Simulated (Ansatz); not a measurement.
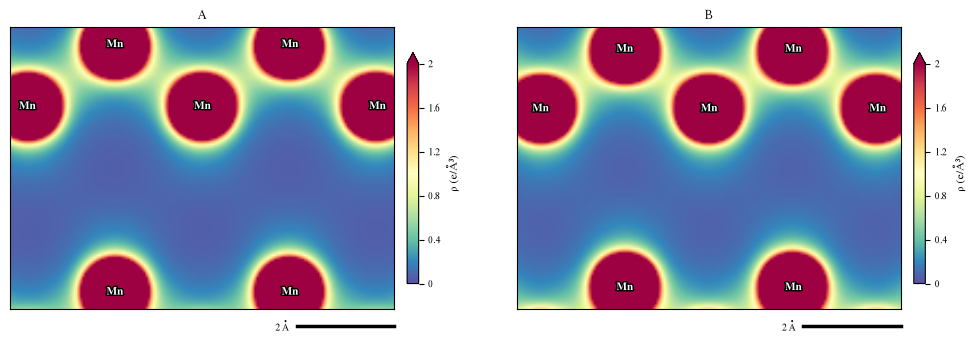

Mn. The valence charge density (pseudo) of two cells that differ in size, on the (011̄) plane of each (indices in the axes of the calculation cell), at one length scale and on one colour scale; one has 14.7 and the other 16.4 Å³ an atom.

All numbers below come from Ansatz, DFT, m-r2SCAN, plane waves (500 eV) with PAW, scalar-relativistic.

Question: Which is the denser cell? Describe the effect of the change.

Answer: Panel B is the smaller cell, by 11 % in volume. From the larger cell to the smaller, Mn–Mn goes from 2.20 to 2.12 Å, and the density at its midpoint from 0.68 to 0.79 e/Å³; the pressure goes from −8 to 2.3 GPa; the largest moment (Mn) goes from 1.4 to 0.8 μB.
